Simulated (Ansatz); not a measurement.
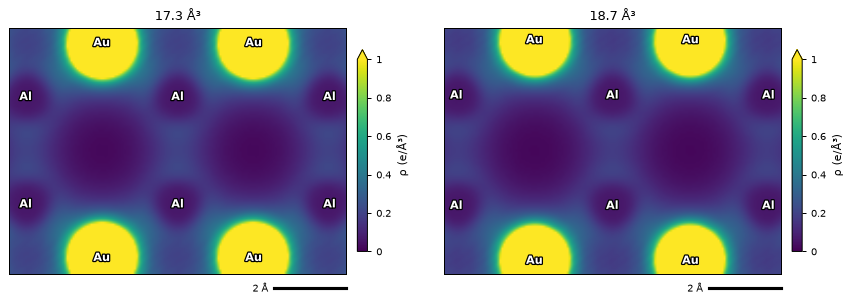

Al$_{2}$Au. The valence electron density of cells scaled evenly to different volumes (given per atom above each panel), on the (011̄) plane of each (indices in the axes of the cell below), at one length scale and on one colour scale.

All numbers below come from Ansatz, Kohn-Sham DFT of a periodic cell, PBE, Ansatz PAW.

The density is the valence pseudo-density of a PAW calculation; it isn't the true density close to the nuclei.

The largest cell:

```
Au Al
1.0
     0.00000    3.03948    3.03948
     3.03948    0.00000    3.03948
     3.03948    3.03948    0.00000
Au Al
1 2
Cartesian
  0.0000 0.0000 0.0000
  4.5592 4.5592 4.5592
  1.5197 1.5197 1.5197
```

| volume (Å³/atom) | Al–Au contact in the plane (Å) | ρ at its midpoint (e/Å³) | pressure (GPa) | 
| --- | --- | --- | --- |
| 17.28 | 2.563 | 0.431 | 8.7 | 
| 18.36 | 2.615 | ? | ? | 
| 18.72 | 2.632 | 0.384 | −1.0 | 

Question: What values belong in the row with question marks?

Answer: Over the known rows ln ρ falls by 1.67 per Å of Al–Au distance (the line through the two), which gives 0.395 e/Å³ at 2.615 Å; the calculation gives 0.395 e/Å³. For the pressure, a straight line in volume between the neighbouring rows gives 1.4 GPa; the calculation gives 1.0, lower because pressure rises ever faster on compression.
